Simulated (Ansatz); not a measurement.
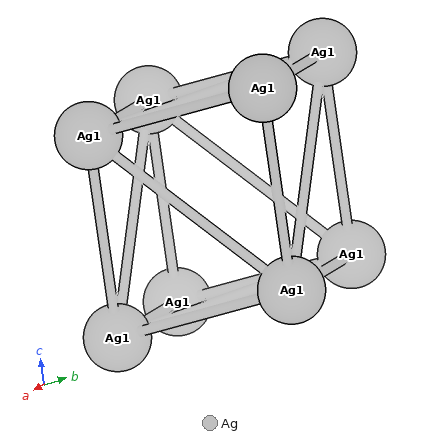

The system is Ag (Fm-3m, No. 225; 1 atom in the cell); the picture shows the reference structure. The cell is strained homogeneously, by one strain along x and y and another along z, with fractional coordinates fixed (x, y and z along the cube axes). The first coordinate is: strain along x and y; the second: strain along z. The scan uses a 5 × 5 grid. Energies: meV/atom, counted from the unstrained cell. The reference cell is the one listed in the database, not relaxed at this level. Computed with Ansatz 0.2.0, DFT PBEsol, scalar-relativistic, plane waves, PAW. Settings: cutoff 420 eV, k-mesh 20×20×20, gaussian smearing 0.15 eV, no spin polarisation.

Its coordinates:

```yaml
crystal:
  lattice:
    - [0.00000, 2.04310, 2.04310]
    - [2.04310, 0.00000, 2.04310]
    - [2.04310, 2.04310, 0.00000]
  atoms:
    - { symbol: Ag, position: [0.00000, 0.00000, 0.00000] }
```

Range: strain along x and y from −3.0 to 3.0 %; strain along z from −3.0 to 3.0 %.

What landscape does the calculation give?

Answer. The lowest grid point is at strain along x and y = −1.5 %, strain along z = 0.0 %, −2.7 meV/atom from the unstrained cell. The bottom of the well lies between grid points, at about strain along x and y = −0.8 %, strain along z = −0.8 %, about 0.61 meV/atom lower on the interpolated surface. It is the only kind of minimum in the scanned range. The highest grid point, strain along x and y = 3.0 %, strain along z = 3.0 %, lies 67.4 meV/atom above the lowest.

```csv
"strain along z ↓, strain along x and y →",−3.0,−1.5,0.0,1.5,3.0
3.0,3.2,2.9,14.3,35.4,64.7
1.5,3.5,−1.5,5.7,23.2,49.2
0.0,7.4,−2.7,0.0,13.4,35.9
−1.5,15.3,−0.3,−2.6,6.4,24.9
−3.0,27.7,6.0,−1.7,2.4,16.6
```

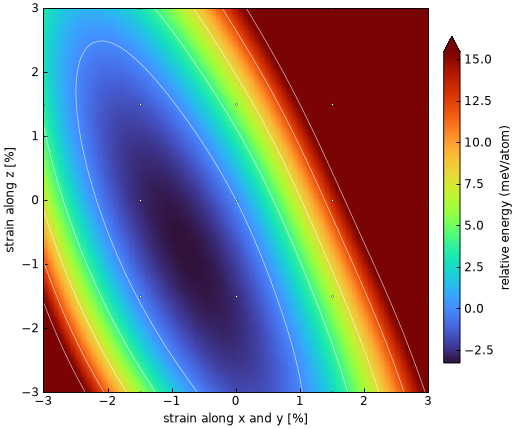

The picture shows a smooth colour map with a few white contour lines, dots at the grid points, one colour for all values above the top of the scale. Between grid points the surface is interpolated.
